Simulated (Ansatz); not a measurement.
CoO: single-point calculation (part 1 of 3)

- system: CoO (slab, 12 atoms in the cell)
- method: DFT PBE, scalar-relativistic, plane waves, PAW, spin-polarised (Ansatz 0.2.0)

The structure derives from an entry of the Crystallography Open Database. It belongs to a series of runs on one base structure; here: (0 0 1) slab cut from the bulk. Figures and captions count atoms from 1; the log counts them from 0 in places.

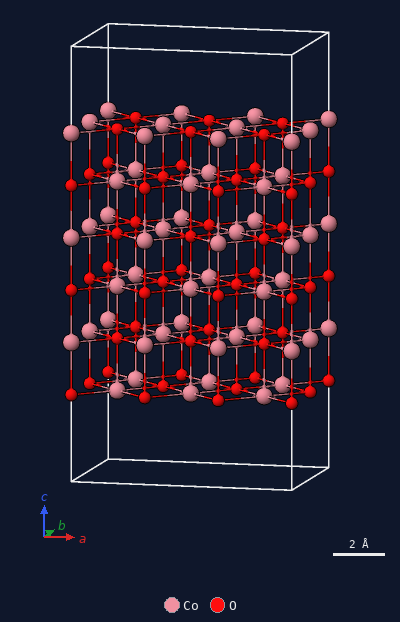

Figure 1. The structure as given in the input (ball-and-stick view of the 3 × 2 repeat of the cell, with the vacuum cut short, seen slightly off an axis). An atom can appear more than once, as a periodic image.

Summary:

| quantity | value |
| --- | --- |
| outcome | converged |
| electrons treated | 138 |
| free energy | −34151.9372 eV |
| work function, top face | 3.87 eV |
| work function, bottom face | 3.87 eV |
| Fermi energy | 4.969 eV |
| gap on the k-point mesh | none (metallic) |
| net moment of the cell | 17.77 μB |
| integrated absolute moment | 17.87 μB |
| work function (upper face) | 3.87 eV |
| largest force (length of the vector) | 0.282 eV/Å |
| hardware | 2 threads of Intel Xeon @ 2.50GHz (Skylake/Cascade Lake), 32 GiB of memory available, shared host |
| wall time | 4.2 min (CPU time 8.2 min) |
| peak memory | 3.6 GiB |

The electronic state found may not be the lowest one. The program warns: another magnetic order may lie lower; the exchange-correlation potential is rough where the density is thin.

Input:
```yaml
crystal:
  lattice:
    - [3.0160003058, 0.0, 0.0]
    - [0.0, 3.0160003058, 0.0]
    - [0.0, 0.0, 25.5362497745]
  atoms:
    - { symbol: Co, position: [0.5, 0.5, 0.2937001348], spin: 2.73 }
    - { symbol: O, position: [0.0, 0.0, 0.2937001348], spin: 0.35 }
    - { symbol: Co, position: [0.0, 0.0, 0.3762200809], spin: 2.73 }
    - { symbol: O, position: [0.5, 0.5, 0.3762200809], spin: 0.35 }
    - { symbol: Co, position: [0.5, 0.5, 0.458740027], spin: 2.73 }
    - { symbol: O, position: [0.0, 0.0, 0.458740027], spin: 0.35 }
    - { symbol: Co, position: [0.0, 0.0, 0.541259973], spin: 2.73 }
    - { symbol: O, position: [0.5, 0.5, 0.541259973], spin: 0.35 }
    - { symbol: Co, position: [0.5, 0.5, 0.6237799191], spin: 2.73 }
    - { symbol: O, position: [0.0, 0.0, 0.6237799191], spin: 0.35 }
    - { symbol: Co, position: [0.0, 0.0, 0.7062998652], spin: 2.73 }
    - { symbol: O, position: [0.5, 0.5, 0.7062998652], spin: 0.35 }
basis:
  ecutwfc: 420
kpoints:
  mp_grid: { grid: [11, 11, 1] }
hamiltonian:
  xc: pbe
scf:
  occupations: { method: gaussian, width: 0.1 }
output:
  forces: true
  stress: true
  eigenvalues: true
  populations: true
  write_density: true
  write_potential: true
  elf: true
  volumetric_format: npy
magnetization:
  spin_polarized: true
efield:
  axis: 3
  dipole_correction: true
  ramp_width: 0.04
```

Launch command:
```bash
ansatz run input.yaml --threads 2 --pin off --max-ram 5120MiB --backend cpu --events-out ev --progress --plain --runs-dir out
```

What the program printed:
```
Engine: ansatz 0.2.0, x86_64-unknown-linux-gnu
Pseudopotentials: kind: paw
Pseudopotential: Co, paw, valence charge 17, recommended cutoff 420 eV (normal), Co.paw.azcp
Pseudopotential: O, paw, valence charge 6, recommended cutoff 420 eV (normal), O.paw.azcp
Functional definition: PBE
  parameter kappa = 0.804
  parameter beta = 0.06672455060314922
  exchange = pbe_x(kappa = kappa, mu = beta*pi^2/3)
  correlation = pbe_c(beta = beta)
Crystal: 12 atoms, lattice volume = 232.284 Å³
Basis set: ecut = 420 eV, 4469 PW (Γ), exchange–correlation on 48×48×360 points (8 copies of the dense FFT grid, shifted against one another)
Bands: 94, of which v1, the nominal top of the filled ones, is band 69 counted from 1 (68 counted from 0)
Symmetry: 8 space group operations
k-points: 21 of 121
Non-local potential: Co, projectors of the file, l = 0: 3, l = 1: 2, l = 2: 3, l = 3: 1
Non-local potential: O, projectors of the file, l = 0: 2, l = 1: 2, l = 2: 1
PAW form: soft (Blöchl's): semilocal exchange-correlation on the pseudo side does not see the compensation charge
PAW one-centre angular grid: Co, 590 points (default); XC on 64 Gauss nodes
PAW one-centre angular grid: O, 110 points (default); XC on 64 Gauss nodes
Initial density: superposition of atomic densities (neutral atoms: chi_scale 0, normalization atom)
Starting moments: Σ|m| = 18.48 μB on 12 of 12 sites
Initial wavefunctions: pseudopotential atomic-orbital guess
Functional: x = pbe(κ = 0.804, μ = 0.2195149727645171), c = pbe(β = 0.06672455060314922)
SCF iter   1: F=—  HF=-34135.074032 eV  |F-HF|=—  |Δ(HF+E_count)|=         —  Δρ=3.43e-2 (↑3.43e-2 ↓3.25e-2)  dr2=5.59e0  dr2_m=1.13e0  M=18.036 μB ∫|m|=18.062 μB  β_m=1.00  ethr=3.10e-3  p=0.000 e·Å  D=1.64e-13 V/Å  ΔV_dip=-0.00 eV  dr2_dipole=5.97e-10  V_vac-E_F(+/−)=5.59/5.59 eV  ⟨swp⟩=7.0  Hψ=16140  notcnv=0  defer=90
Mixer restart at iter 1: flushing history
efield: sawtooth ramp at fractional position 0.9800 (placed from the atoms, in the widest stretch of the axis that holds none; the zero of the levels goes with the place), width 0.0400; the density the first Hamiltonian is built on has a dipole p = 0.000 e·Å; the dipole correction subtracts the counter field D = 1.64e-13 V/Å, which shifts the + side's vacuum level by -0.00 eV against the − side's; the planar-averaged density in the ramp window peaks in size at 1.7e-5 e/Å³
preconditioner: auto → LDOS  [metal: Δε(μ)=0.002 eV  Ē_g=10.786 eV  σ=0.100 eV  W_gap=0.01  n_scr=64 (ndim 8)  ℏωp=23.1 eV  f_vac=0.466  D(μ)=22.00/eV (n_scr^D=240)]
spin=Collinear: LDOS preconditioning applied to the charge; magnetization (m = ρ↑ − ρ↓) channel mixes plain (no charge-response kernel on spin).
SCF iter   2: F=—  HF=-34143.057906 eV  |F-HF|=—  |Δ(HF+E_count)|=    7.98e0  Δρ=1.75e-2 (↑1.67e-2 ↓1.75e-2)  dr2=2.44e0  dr2_m=2.75e-2  M=17.952 μB ∫|m|=18.039 μB  β_m=0.41  ethr=3.10e-3  p=0.000 e·Å  D=2.09e-5 V/Å  ΔV_dip=-0.00 eV  dr2_dipole=5.06e-8  V_vac-E_F(+/−)=5.03/5.03 eV  ⟨swp⟩=2.1  Hψ=6545  notcnv=0  defer=435
density mixer auto → msr1: a metal under ldos (density of states about μ 3.38 of a free-electron gas's, 64 screened modes)
SCF iter   3: F=—  HF=-34149.932676 eV  |F-HF|=—  |Δ(HF+E_count)|=    6.87e0  Δρ=1.60e-2 (↑1.60e-2 ↓9.36e-3)  dr2=4.11e-1  dr2_m=2.03e-1  M=17.802 μB ∫|m|=17.945 μB  β_m=0.70  ethr=1.77e-3  p=0.000 e·Å  D=1.40e-5 V/Å  ΔV_dip=-0.00 eV  dr2_dipole=4.80e-8  V_vac-E_F(+/−)=4.45/4.45 eV  ⟨swp⟩=2.5  Hψ=6473  notcnv=0  defer=435
SCF iter   4: F=—  HF=-34151.878531 eV  |F-HF|=—  |Δ(HF+E_count)|=    1.95e0  Δρ=3.72e-3 (↑1.87e-3 ↓3.72e-3)  dr2=2.52e-2  dr2_m=7.22e-3  M=17.785 μB ∫|m|=17.890 μB  β_m=0.83  ethr=2.98e-4  p=0.000 e·Å  D=1.72e-5 V/Å  ΔV_dip=-0.00 eV  dr2_dipole=1.02e-9  V_vac-E_F(+/−)=4.00/4.00 eV  ⟨swp⟩=2.4  Hψ=6974  notcnv=0  defer=469
SCF iter   5: F=—  HF=-34151.932231 eV  |F-HF|=—  |Δ(HF+E_count)|=   5.37e-2  Δρ=1.77e-3 (↑9.28e-4 ↓1.77e-3)  dr2=5.06e-3  dr2_m=1.92e-3  M=17.758 μB ∫|m|=17.862 μB  β_m=0.92  ethr=1.83e-5  p=-0.000 e·Å  D=-1.12e-5 V/Å  ΔV_dip=0.00 eV  dr2_dipole=8.69e-9  V_vac-E_F(+/−)=3.93/3.93 eV  ⟨swp⟩=3.2  Hψ=8202  notcnv=0  defer=469
SCF iter   6: F=—  HF=-34151.936308 eV  |F-HF|=—  |Δ(HF+E_count)|=   4.08e-3  Δρ=1.22e-3 (↑6.06e-4 ↓1.22e-3)  dr2=2.66e-3  dr2_m=7.03e-4  M=17.769 μB ∫|m|=17.871 μB  β_m=0.96  ethr=3.67e-6  p=0.000 e·Å  D=9.28e-6 V/Å  ΔV_dip=-0.00 eV  dr2_dipole=1.32e-9  V_vac-E_F(+/−)=3.84/3.84 eV  ⟨swp⟩=2.4  Hψ=7077  notcnv=0  defer=469
SCF iter   7: F=—  HF=-34151.937131 eV  |F-HF|=—  |Δ(HF+E_count)|=   8.23e-4  Δρ=1.02e-3 (↑3.50e-4 ↓1.02e-3)  dr2=2.39e-3  dr2_m=3.65e-4  M=17.773 μB ∫|m|=17.875 μB  β_m=0.89  ethr=1.93e-6  p=-0.000 e·Å  D=-2.52e-6 V/Å  ΔV_dip=0.00 eV  dr2_dipole=2.48e-10  V_vac-E_F(+/−)=3.88/3.88 eV  ⟨swp⟩=2.0  Hψ=6947  notcnv=0  defer=469
SCF iter   8: F=—  HF=-34151.937086 eV  |F-HF|=—  |Δ(HF+E_count)|=   4.51e-5  Δρ=1.89e-4 (↑1.42e-4 ↓1.89e-4)  dr2=9.00e-5  dr2_m=2.70e-5  M=17.773 μB ∫|m|=17.874 μB  β_m=0.93  ethr=1.73e-6  p=0.000 e·Å  D=3.75e-7 V/Å  ΔV_dip=-0.00 eV  dr2_dipole=2.60e-9  V_vac-E_F(+/−)=3.87/3.87 eV  ⟨swp⟩=2.6  Hψ=6859  notcnv=0  defer=469
SCF iter   9: F=—  HF=-34151.937171 eV  |F-HF|=—  |Δ(HF+E_count)|=   8.52e-5  Δρ=7.50e-5 (↑4.31e-5 ↓7.50e-5)  dr2=1.36e-5  dr2_m=2.59e-6  M=17.772 μB ∫|m|=17.874 μB  β_m=0.96  ethr=6.52e-8  p=0.000 e·Å  D=9.61e-7 V/Å  ΔV_dip=-0.00 eV  dr2_dipole=1.94e-10  V_vac-E_F(+/−)=3.87/3.87 eV  ⟨swp⟩=2.9  Hψ=7792  notcnv=0  defer=469
SCF iter  10: F=—  HF=-34151.937175 eV  |F-HF|=—  |Δ(HF+E_count)|=   4.49e-6  Δρ=5.54e-5 (↑2.68e-5 ↓5.54e-5)  dr2=5.72e-6  dr2_m=1.23e-6  M=17.773 μB ∫|m|=17.874 μB  β_m=0.98  ethr=9.87e-9  p=-0.000 e·Å  D=-9.59e-7 V/Å  ΔV_dip=0.00 eV  dr2_dipole=6.40e-13  V_vac-E_F(+/−)=3.87/3.87 eV  ⟨swp⟩=2.5  Hψ=7047  notcnv=0  defer=469
SCF iter  11: F=—  HF=-34151.937176 eV  |F-HF|=—  |Δ(HF+E_count)|=   1.08e-7  Δρ=3.41e-5 (↑1.40e-5 ↓3.41e-5)  dr2=1.61e-6  dr2_m=6.01e-7  M=17.773 μB ∫|m|=17.874 μB  β_m=0.99  ethr=4.14e-9  p=0.000 e·Å  D=2.32e-7 V/Å  ΔV_dip=-0.00 eV  dr2_dipole=2.50e-11  V_vac-E_F(+/−)=3.87/3.87 eV  ⟨swp⟩=2.1  Hψ=6816  notcnv=0  defer=469
SCF iter  12: F=—  HF=-34151.937176 eV  |F-HF|=—  |Δ(HF+E_count)|=   9.12e-7  Δρ=1.88e-5 (↑1.15e-5 ↓1.88e-5)  dr2=7.18e-7  dr2_m=1.83e-7  M=17.773 μB ∫|m|=17.874 μB  β_m=0.93  ethr=1.16e-9  p=0.000 e·Å  D=1.67e-7 V/Å  ΔV_dip=-0.00 eV  dr2_dipole=4.79e-11  V_vac-E_F(+/−)=3.87/3.87 eV  ⟨swp⟩=2.5  Hψ=6989  notcnv=0  defer=469
SCF iter  13: F=—  HF=-34151.937177 eV  |F-HF|=—  |Δ(HF+E_count)|=   1.75e-7  Δρ=8.16e-6 (↑3.55e-6 ↓8.16e-6)  dr2=1.09e-7  dr2_m=4.21e-8  M=17.773 μB ∫|m|=17.874 μB  β_m=0.90  ethr=5.20e-10  p=-0.000 e·Å  D=-2.33e-8 V/Å  ΔV_dip=0.00 eV  dr2_dipole=1.70e-11  V_vac-E_F(+/−)=3.87/3.87 eV  ⟨swp⟩=2.1  Hψ=6831  notcnv=0  defer=469
SCF iter  14: F=—  HF=-34151.937177 eV  |F-HF|=—  |Δ(HF+E_count)|=   1.70e-7  Δρ=2.01e-6 (↑1.84e-6 ↓2.01e-6)  dr2=1.47e-8  dr2_m=3.36e-9  M=17.773 μB ∫|m|=17.874 μB  β_m=0.95  ethr=7.91e-11  p=-0.000 e·Å  D=-5.88e-9 V/Å  ΔV_dip=0.00 eV  dr2_dipole=1.03e-12  V_vac-E_F(+/−)=3.87/3.87 eV  ⟨swp⟩=2.9  Hψ=7304  notcnv=0  defer=469
SCF iter  15: F=-34151.937177 eV  HF=-34151.937177 eV  |F-HF|=2.04e-8  |Δ(HF+E_count)|=   1.12e-8  Δρ=1.99e-6 (↑9.03e-7 ↓1.99e-6)  dr2=2.21e-8  dr2_m=1.35e-9  M=17.773 μB ∫|m|=17.874 μB  ethr=1.06e-11  p=-0.000 e·Å  D=-9.99e-9 V/Å  ΔV_dip=0.00 eV  dr2_dipole=1.20e-10  V_vac-E_F(+/−)=3.87/3.87 eV  ⟨swp⟩=16.4  Hψ=33113  notcnv=0
SCF 1 converged in 15 iterations: F = -34151.937177 eV  dr2 = 2.21e-8
  greatest PAW one-centre occupation: 1.004 electrons in one spin orbital (limit 2), on the Co atom at site 4 (counted from 0), in its partial waves of l = 1
Symmetry: 2 space group operations
k-points: 36 of 121 (time reversal used)
Initial density: read from a saved state, or passed on in memory by an earlier SCF of this step, an earlier step, the calling program or the single point that the run made first
Starting moments: Σ|m| = 18.48 μB on 12 of 12 sites; this step starts from the density that it was given
Initial wavefunctions: those read from a saved state, or passed on in memory by an earlier step or the calling program
iter 1 solved again at ethr=1.60e-11 eV; its pass at ethr=7.25e-7 eV (dr2=2.21e-8 eV) is discarded
```
